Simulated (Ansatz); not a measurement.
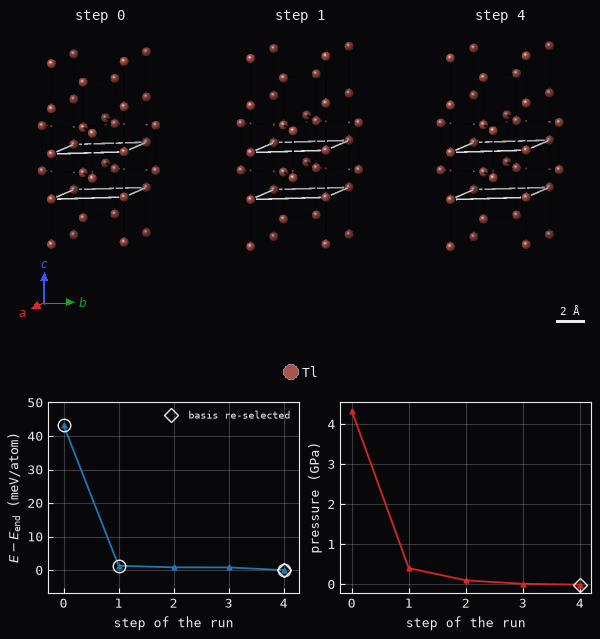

Frames of a relaxation of solid Tl (a generated structure, set up in P6/mmm), marked on the history of the run. A ball-and-stick model of the cell of the calculation, repeated 1 × 1 × 2 with one cell outlined, seen slightly off an axis.

Phase: omega (AlB2-type).

All numbers below come from Ansatz 0.2.0, DFT, PBE, plane waves (420 eV) with PAW, scalar-relativistic.

Input file:
```yaml
crystal:
  lattice:
    - [5.4111348334, 0.0, 0.0]
    - [-2.7055674167, 4.686180229, 0.0]
    - [0.0, 0.0, 3.3170256529]
  atoms:
    - { symbol: Tl, position: [0.0, 0.0, 0.0] }
    - { symbol: Tl, position: [0.3333333333, 0.6666666667, 0.5] }
    - { symbol: Tl, position: [0.6666666667, 0.3333333333, 0.5] }
hamiltonian:
  xc: pbe
  pseudopotentials:
    kind: paw
    azcp:
      Tl: "pseudopotentials/Tl.paw.azcp"
basis:
  ecutwfc: 420
  fft_grid_basis: typed
kpoints:
  mp_grid: { grid: [7, 7, 10], shift: [0, 0, 0] }
magnetization:
  spin_polarized: false
scf:
  occupations: { method: fermi_dirac, width: 0.1 }
relax:
  max_steps: 60
  f_tol: 0.01
  cell: {}
```

Command:
```bash
ansatz run input.yaml --threads 1 --pin off --max-ram 3584MiB --backend cpu --events-out ev --progress --plain --runs-dir out
```

What happens along the run?

No atom moves by more than 0.005 Å relative to the cell. The volume changes by +13.1 %, with a = b 5.411 → 5.633 Å (+4.1 %), c 3.317 → 3.462 Å (+4.4 %). Near-neighbour distances that change, for instance: Tl1–Tl1 3.317 → 3.462 Å, Tl2–Tl3 3.124 → 3.252 Å. The space group stays P6/mmm (No. 191). After 3 accepted moves (4 points after the start) the energy has fallen by 43.3 meV per atom. All forces vanish by symmetry, so only the cell relaxes. Pressure: 4.34 GPa at the start and −0.01 GPa at the end. At 1 point the geometry stayed and the basis and grid were re-selected for the new cell (energy shift of 0.8 meV per atom at most each time). Cost: 30 s on 1 thread of Intel(R) Xeon(R) Platinum 8259CL CPU @ 2.50GHz (Skylake/Cascade Lake) (shared host), peak memory 0.58 GiB. From step 0 to 1: volume +11.4 %, energy −42.0 meV per atom. From step 1 to 4: volume +1.5 %, energy −1.3 meV per atom.

```tsv
step	E − E(0), meV/atom	pressure, GPa	volume, Å³/atom	note
0	0.00	4.34	28.037	
1	-41.96	0.40	31.229	
2	-42.44	0.10	31.595	
3	-42.45	0.01	31.703	
4	-43.27	-0.01	31.703	same geometry, new basis
```
